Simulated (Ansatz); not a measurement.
**Nudged elastic band, with input and output: Sr4Ti5O12 (part 1 of 2)**

Sr4Ti5O12 (slab, 21 atoms in the cell), computed with DFT PBE, scalar-relativistic, plane waves, PAW, PAW set soft_1, spin-polarised (Ansatz 0.2.0).

The structure derives from an entry of the Crystallography Open Database. The run did not end well. One setting was made poor on purpose. The input holds or restrains some coordinates. It belongs to a series of runs on one base structure; here: band between the two ends. Figures and captions count atoms from 1; the log counts them from 0 in places.

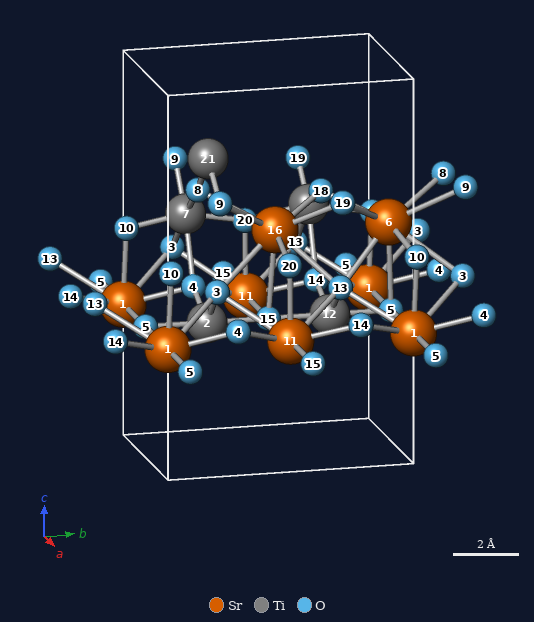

The structure as given in the input (ball-and-stick view of the cell of the calculation, with the vacuum cut short, seen slightly off an axis; bonded neighbours outside the cell are drawn too; atoms are numbered from 1 in the order of the input). An atom can appear more than once, as a periodic image.

Input:
```yaml
crystal:
  lattice:
    - [5.522504, 0.0, 0.0]
    - [0.0, 7.81, 0.0]
    - [0.0, 0.0, 15.141878]
  atoms:
    - { symbol: Sr, position: [0.0, 0.0, 0.066042] }
    - { symbol: Ti, position: [0.5, 0.25, 0.066042], spin: 0.21 }
    - { symbol: O, position: [0.73047072, 0.25000284, 0.15182273] }
    - { symbol: O, position: [0.20034123, 0.24997005, 0.11325345] }
    - { symbol: O, position: [0.5, 0.0, 0.066042] }
    - { symbol: Sr, position: [0.54622736, -0.01858843, 0.25697034] }
    - { symbol: Ti, position: [0.02291012, 0.24995995, 0.24968327], spin: 0.15 }
    - { symbol: O, position: [0.29957659, 0.24993815, 0.32642624] }
    - { symbol: O, position: [0.79407284, 0.24992059, 0.34448378] }
    - { symbol: O, position: [0.02767094, 0.00889225, 0.22797947] }
    - { symbol: Sr, position: [0.0, 0.5, 0.066042] }
    - { symbol: Ti, position: [0.5, 0.75, 0.066042], spin: 0.2 }
    - { symbol: O, position: [0.74107351, 0.75002052, 0.14554296] }
    - { symbol: O, position: [0.19903961, 0.75002163, 0.10980356] }
    - { symbol: O, position: [0.5, 0.5, 0.066042] }
    - { symbol: Sr, position: [0.54634692, 0.51870466, 0.25691857] }
    - { symbol: Ti, position: [0.02838914, 0.74996962, 0.25295496] }
    - { symbol: O, position: [0.30715999, 0.75002722, 0.30830368] }
    - { symbol: O, position: [0.79277389, 0.75006768, 0.32867156] }
    - { symbol: O, position: [0.02771699, 0.49106192, 0.22798138] }
    - { symbol: Ti, position: [0.52660779, 0.24972495, 0.41398967], spin: 0.85 }
magnetization:
  spin_polarized: true
basis:
  ecutwfc: 300.0
kpoints:
  mp_grid: { grid: [3, 2, 1] }
hamiltonian:
  xc: pbe
  pseudopotentials: { kind: paw, azcp: { folder: soft_1 } }
scf:
  occupations: { method: fermi_dirac, width: 0.05 }
  lower_state_search: "off"
  max_iter: 76
neb:
  images: 3
  f_tol: 0.05
  max_iterations: 10
  order_check: false
  constraints: [{ sites: [0, 1, 4, 10, 11, 14] }]
  final_atoms:
    - { symbol: Sr, position: [0.0, 0.0, 0.06604201] }
    - { symbol: Ti, position: [0.5, 0.25, 0.06604201] }
    - { symbol: O, position: [0.80053566, 0.24999579, 0.11033302] }
    - { symbol: O, position: [0.258504, 0.25000564, 0.14538523] }
    - { symbol: O, position: [0.5, 0.0, 0.06604201] }
    - { symbol: Sr, position: [0.45440685, 0.01882869, 0.25655866] }
    - { symbol: Ti, position: [-0.02834692, 0.24999823, 0.25277554] }
    - { symbol: O, position: [0.20820914, 0.24998518, 0.32811385] }
    - { symbol: O, position: [0.69372763, 0.25000113, 0.30865158] }
    - { symbol: O, position: [-0.02856359, -0.00923524, 0.22801968] }
    - { symbol: Sr, position: [0.0, 0.5, 0.06604201] }
    - { symbol: Ti, position: [0.5, 0.75, 0.06604201] }
    - { symbol: O, position: [0.80080947, 0.750001, 0.11208342] }
    - { symbol: O, position: [0.26955139, 0.75000491, 0.1524068] }
    - { symbol: O, position: [0.5, 0.5, 0.06604201] }
    - { symbol: Sr, position: [0.45438656, 0.48118128, 0.25658143] }
    - { symbol: Ti, position: [-0.0213367, 0.7500004, 0.24964384] }
    - { symbol: O, position: [0.20700006, 0.75000238, 0.34434686] }
    - { symbol: O, position: [0.70135664, 0.75001283, 0.32662414] }
    - { symbol: O, position: [-0.02854087, 0.50923777, 0.22802838] }
    - { symbol: Ti, position: [0.47433293, 0.75005325, 0.41397663] }
```

Run on 4 threads of Arm Neoverse V2, 24 GiB of memory available, shared host.

Launch command:
```bash
ansatz run input.yaml --threads 4 --pin off --max-ram 10240MiB --backend cpu --events-out ev --progress --plain --runs-dir out
```

What the program printed:
```
Warning: neb: disabling space-group detection — the band's intermediate images generally break the endpoint symmetry, so no spatial operation reduces the k-mesh or symmetrises the density, except that a semilocal band can use its path's symmetry ahead of convergence; time reversal is kept, so that k and −k are solved as one point where they differ and the mesh holds both, and exact exchange and, on two spinor components, a DFT+U term hold to it where the run has them: on two components no moment then forms, and a state that bears one, which a typed moment (crystal.atoms[].spin; refused beside efield: under a hybrid functional) reaches, can lie lower, under hf by electronvolts; crystal.symmetry.detect: false (a key that needs symmetry detection or time reversal refuses this as the deck is read) with time_reversal: false beside it drops time reversal too
Warning: basis.ecutwfc = 300 eV is below the records' recommended 420 eV, and the density's cutoff is lower with it unless basis.ecutrho_ratio is high enough to keep the records' density cutoff: compare with a run at a higher cutoff
Warning: between the path's two end points as given, atom 20 moves 3.918 Å, but a periodic copy of its final position lies 3.913 Å from its initial position (atoms with a nearer copy: 1). The path is placed between the positions as given. If the final geometry was wrapped back into the cell, it goes the long way round and its barrier is wrong: give each position of final_atoms that was wrapped, be it another atom's, in the copy that is meant, in a crystal or on a slab the one nearest to the atom's initial position, of atoms alone in their cell the one beside the others as in crystal.atoms, all in one place with crystal.atoms. If the atom really moves that far, or all atoms stand shifted by as much, ignore this warning
Engine: ansatz 0.2.0, aarch64-unknown-linux-gnu
Pseudopotentials: kind: paw
Pseudopotential: Sr, paw, valence charge 10, recommended cutoff 420 eV (normal), [file]
Pseudopotential: Ti, paw, valence charge 12, recommended cutoff 420 eV (normal), [file]
Pseudopotential: O, paw, valence charge 6, recommended cutoff 420 eV (normal), [file]
Functional definition: PBE
  parameter kappa = 0.804
  parameter beta = 0.06672455060314922
  exchange = pbe_x(kappa = kappa, mu = beta*pi^2/3)
  correlation = pbe_c(beta = beta)
parallel-image band execution: 3 concurrent image workers
NEB image 0
Crystal: 21 atoms, lattice volume = 653.081 Å³
Basis set: ecut = 300 eV, 7723 PW (Γ), exchange–correlation on 64×90×180 points (8 copies of the dense FFT grid, shifted against one another)
Bands: 108, of which v1, the nominal top of the filled ones, is band 86 counted from 1 (85 counted from 0)
Symmetry: 1 space group operations
k-points: 4 of 6 (time reversal used)
Non-local potential: Sr, projectors of the file, l = 0: 3, l = 1: 2, l = 2: 2
Non-local potential: Ti, projectors of the file, l = 0: 3, l = 1: 2, l = 2: 3, l = 3: 1
Non-local potential: O, projectors of the file, l = 0: 2, l = 1: 2, l = 2: 1
PAW form: soft (Blöchl's): semilocal exchange-correlation on the pseudo side does not see the compensation charge
PAW one-centre angular grid: Sr, 110 points (default); XC on 64 Gauss nodes
PAW one-centre angular grid: Ti, 590 points (default); XC on 64 Gauss nodes
PAW one-centre angular grid: O, 110 points (default); XC on 64 Gauss nodes
Initial density: superposition of atomic densities (neutral atoms: chi_scale 0, normalization atom)
Starting moments: Σ|m| = 1.41 μB on 4 of 21 sites
Initial wavefunctions: pseudopotential atomic-orbital guess
Functional: x = pbe(κ = 0.804, μ = 0.2195149727645171), c = pbe(β = 0.06672455060314922)
SCF iter   1: F=—  HF=-33535.356011 eV  |F-HF|=—  |Δ(HF+E_count)|=         —  Δρ=5.95e-2 (↑5.95e-2 ↓5.82e-2)  dr2=1.33e2  dr2_m=2.00e-1  M=1.717 μB ∫|m|=1.753 μB  β_m=0.30  ethr=3.10e-3  ⟨swp⟩=11.6  Hψ=4736  notcnv=0
preconditioner: auto → LDOS  [metal: Δε(μ)=0.009 eV  Ē_g=11.576 eV  σ=0.050 eV  W_gap=0.04  n_scr=116 (ndim 8)  ℏωp=14.5 eV  f_vac=0.460  D(μ)=18.99/eV (n_scr^D=122)]
spin=Collinear: LDOS preconditioning applied to the charge; magnetization (m = ρ↑ − ρ↓) channel mixes plain (no charge-response kernel on spin).
SCF iter   2: F=—  HF=-33514.136382 eV  |F-HF|=—  |Δ(HF+E_count)|=    2.12e1  Δρ=3.14e-2 (↑3.12e-2 ↓3.14e-2)  dr2=4.90e1  dr2_m=8.29e-2  M=2.116 μB ∫|m|=2.162 μB  β_m=0.30  ethr=3.10e-3  ⟨swp⟩=3.2  Hψ=1776  notcnv=0  defer=17
SCF iter   3: F=—  HF=-33504.850921 eV  |F-HF|=—  |Δ(HF+E_count)|=    9.29e0  Δρ=1.75e-2 (↑1.75e-2 ↓1.49e-2)  dr2=8.73e0  dr2_m=5.99e-2  M=1.457 μB ∫|m|=1.617 μB  β_m=0.30  ethr=3.10e-3  ⟨swp⟩=4.8  Hψ=1864  notcnv=0  defer=15
SCF iter   4: F=—  HF=-33504.131022 eV  |F-HF|=—  |Δ(HF+E_count)|=   7.20e-1  Δρ=9.29e-3 (↑9.29e-3 ↓8.42e-3)  dr2=3.20e0  dr2_m=2.13e-2  M=1.636 μB ∫|m|=1.791 μB  β_m=0.30  ethr=3.10e-3  ⟨swp⟩=3.5  Hψ=1244  notcnv=0  defer=13
SCF iter   5: F=—  HF=-33503.926511 eV  |F-HF|=—  |Δ(HF+E_count)|=   2.05e-1  Δρ=5.43e-3 (↑5.26e-3 ↓5.43e-3)  dr2=1.10e0  dr2_m=2.07e-2  M=1.796 μB ∫|m|=1.964 μB  β_m=0.30  ethr=1.86e-3  ⟨swp⟩=3.5  Hψ=1278  notcnv=0  defer=21
SCF iter   6: F=—  HF=-33503.969622 eV  |F-HF|=—  |Δ(HF+E_count)|=   4.31e-2  Δρ=4.11e-3 (↑4.11e-3 ↓3.36e-3)  dr2=2.04e-1  dr2_m=5.18e-2  M=2.124 μB ∫|m|=2.264 μB  β_m=0.30  ethr=6.39e-4  ⟨swp⟩=4.8  Hψ=1174  notcnv=0  defer=24
SCF iter   7: F=—  HF=-33504.024995 eV  |F-HF|=—  |Δ(HF+E_count)|=   5.54e-2  Δρ=5.08e-3 (↑5.08e-3 ↓2.90e-3)  dr2=1.19e-1  dr2_m=7.93e-2  M=2.429 μB ∫|m|=2.559 μB  β_m=0.30  ethr=1.18e-4  ⟨swp⟩=4.4  Hψ=1146  notcnv=0  defer=26
SCF iter   8: F=—  HF=-33504.078493 eV  |F-HF|=—  |Δ(HF+E_count)|=   5.35e-2  Δρ=4.96e-3 (↑4.96e-3 ↓2.83e-3)  dr2=1.42e-1  dr2_m=8.11e-2  M=2.698 μB ∫|m|=2.828 μB  β_m=1.00  ethr=6.92e-5  ⟨swp⟩=2.9  Hψ=1652  notcnv=0  defer=26
SCF iter   9: F=—  HF=-33504.227314 eV  |F-HF|=—  |Δ(HF+E_count)|=   1.49e-1  Δρ=6.07e-3 (↑6.07e-3 ↓2.27e-3)  dr2=2.99e-1  dr2_m=7.73e-2  M=3.533 μB ∫|m|=3.674 μB  β_m=1.00  ethr=6.92e-5  ⟨swp⟩=3.0  Hψ=1738  notcnv=0  defer=30
SCF iter  10: F=—  HF=-33504.336200 eV  |F-HF|=—  |Δ(HF+E_count)|=   1.09e-1  Δρ=5.06e-3 (↑5.06e-3 ↓2.66e-3)  dr2=4.95e-1  dr2_m=1.32e-2  M=3.688 μB ∫|m|=3.870 μB  β_m=0.30  ethr=6.92e-5  ⟨swp⟩=3.2  Hψ=1458  notcnv=0  defer=32
SCF iter  11: F=—  HF=-33504.345785 eV  |F-HF|=—  |Δ(HF+E_count)|=   9.59e-3  Δρ=3.67e-3 (↑3.67e-3 ↓2.15e-3)  dr2=3.57e-1  dr2_m=7.23e-3  M=3.692 μB ∫|m|=3.883 μB  β_m=0.30  ethr=6.92e-5  ⟨swp⟩=2.4  Hψ=1359  notcnv=0  defer=32
Mixer restart at iter 11: flushing history
spin-set hold released at iteration 11 (site moments contracting): the magnetisation degrees of freedom join the quasi-Newton model from the next iteration; the mixer history was flushed
SCF iter  12: F=—  HF=-33504.347973 eV  |F-HF|=—  |Δ(HF+E_count)|=   2.19e-3  Δρ=2.45e-3 (↑2.45e-3 ↓1.85e-3)  dr2=1.96e-1  dr2_m=3.86e-3  M=3.702 μB ∫|m|=3.905 μB  β_m=0.61  ethr=6.92e-5  ⟨swp⟩=2.4  Hψ=1019  notcnv=0  defer=32
SCF iter  13: F=—  HF=-33504.362712 eV  |F-HF|=—  |Δ(HF+E_count)|=   1.47e-2  Δρ=1.48e-3 (↑1.48e-3 ↓1.25e-3)  dr2=3.46e-2  dr2_m=4.66e-3  M=3.752 μB ∫|m|=3.971 μB  β_m=0.60  ethr=6.92e-5  ⟨swp⟩=3.6  Hψ=1651  notcnv=0  defer=32
SCF iter  14: F=—  HF=-33504.372174 eV  |F-HF|=—  |Δ(HF+E_count)|=   9.46e-3  Δρ=1.62e-3 (↑1.62e-3 ↓1.35e-3)  dr2=6.68e-2  dr2_m=3.03e-3  M=3.773 μB ∫|m|=3.997 μB  β_m=0.49  ethr=2.01e-5  ⟨swp⟩=3.2  Hψ=1762  notcnv=0  defer=39
SCF iter  15: F=—  HF=-33504.369614 eV  |F-HF|=—  |Δ(HF+E_count)|=   2.56e-3  Δρ=1.02e-3 (↑1.02e-3 ↓5.92e-4)  dr2=2.46e-2  dr2_m=1.32e-3  M=3.791 μB ∫|m|=4.015 μB  β_m=0.45  ethr=2.01e-5  ⟨swp⟩=2.6  Hψ=1606  notcnv=0  defer=52
SCF iter  16: F=—  HF=-33504.368997 eV  |F-HF|=—  |Δ(HF+E_count)|=   6.17e-4  Δρ=7.08e-4 (↑7.08e-4 ↓3.06e-4)  dr2=1.68e-2  dr2_m=4.64e-4  M=3.805 μB ∫|m|=4.028 μB  β_m=0.51  ethr=1.43e-5  ⟨swp⟩=2.0  Hψ=1141  notcnv=0  defer=52
SCF iter  17: F=—  HF=-33504.369554 eV  |F-HF|=—  |Δ(HF+E_count)|=   5.56e-4  Δρ=5.92e-4 (↑5.92e-4 ↓5.29e-4)  dr2=1.19e-2  dr2_m=6.99e-5  M=3.823 μB ∫|m|=4.045 μB  β_m=0.39  ethr=9.74e-6  ⟨swp⟩=2.0  Hψ=1238  notcnv=0  defer=52
SCF iter  18: F=—  HF=-33504.368056 eV  |F-HF|=—  |Δ(HF+E_count)|=   1.50e-3  Δρ=2.38e-4 (↑1.52e-4 ↓2.38e-4)  dr2=1.06e-3  dr2_m=1.25e-4  M=3.836 μB ∫|m|=4.059 μB  β_m=0.54  ethr=6.91e-6  ⟨swp⟩=2.0  Hψ=1082  notcnv=0  defer=52
SCF iter  19: F=—  HF=-33504.368687 eV  |F-HF|=—  |Δ(HF+E_count)|=   6.31e-4  Δρ=1.30e-4 (↑1.30e-4 ↓1.15e-4)  dr2=2.00e-4  dr2_m=6.46e-5  M=3.838 μB ∫|m|=4.063 μB  β_m=0.68  ethr=6.17e-7  ⟨swp⟩=2.1  Hψ=1157  notcnv=0  defer=52
SCF iter  20: F=—  HF=-33504.368868 eV  |F-HF|=—  |Δ(HF+E_count)|=   1.81e-4  Δρ=1.30e-4 (↑1.30e-4 ↓1.10e-4)  dr2=3.70e-4  dr2_m=9.99e-6  M=3.836 μB ∫|m|=4.063 μB  β_m=0.54  ethr=1.16e-7  ⟨swp⟩=2.8  Hψ=1547  notcnv=0  defer=52
SCF iter  21: F=—  HF=-33504.368809 eV  |F-HF|=—  |Δ(HF+E_count)|=   5.91e-5  Δρ=4.39e-5 (↑4.39e-5 ↓2.72e-5)  dr2=4.33e-5  dr2_m=2.66e-6  M=3.835 μB ∫|m|=4.063 μB  β_m=0.65  ethr=1.16e-7  ⟨swp⟩=2.0  Hψ=1318  notcnv=0  defer=52
SCF iter  22: F=—  HF=-33504.367930 eV  |F-HF|=—  |Δ(HF+E_count)|=   8.79e-4  Δρ=2.64e-5 (↑2.64e-5 ↓2.62e-5)  dr2=2.02e-5  dr2_m=7.43e-7  M=3.835 μB ∫|m|=4.062 μB  β_m=0.73  ethr=2.52e-8  ⟨swp⟩=2.1  Hψ=1546  notcnv=0  defer=53
SCF iter  23: F=—  HF=-33504.367935 eV  |F-HF|=—  |Δ(HF+E_count)|=   4.98e-6  Δρ=2.34e-5 (↑2.24e-5 ↓2.34e-5)  dr2=1.62e-5  dr2_m=5.00e-7  M=3.835 μB ∫|m|=4.062 μB  β_m=0.63  ethr=1.18e-8  ⟨swp⟩=2.1  Hψ=1242  notcnv=0  defer=53
SCF iter  24: F=—  HF=-33504.367938 eV  |F-HF|=—  |Δ(HF+E_count)|=   3.05e-6  Δρ=2.89e-5 (↑2.85e-5 ↓2.89e-5)  dr2=2.81e-5  dr2_m=7.89e-8  M=3.834 μB ∫|m|=4.062 μB  β_m=0.44  ethr=9.44e-9  ⟨swp⟩=2.6  Hψ=1349  notcnv=0  defer=53
[...]
  greatest PAW one-centre occupation: 0.999 electrons in one spin orbital (limit 2), on the Ti atom at site 11 (counted from 0), in its partial waves of l = 1
NSCF: frozen V_eff on 4 k-points
```
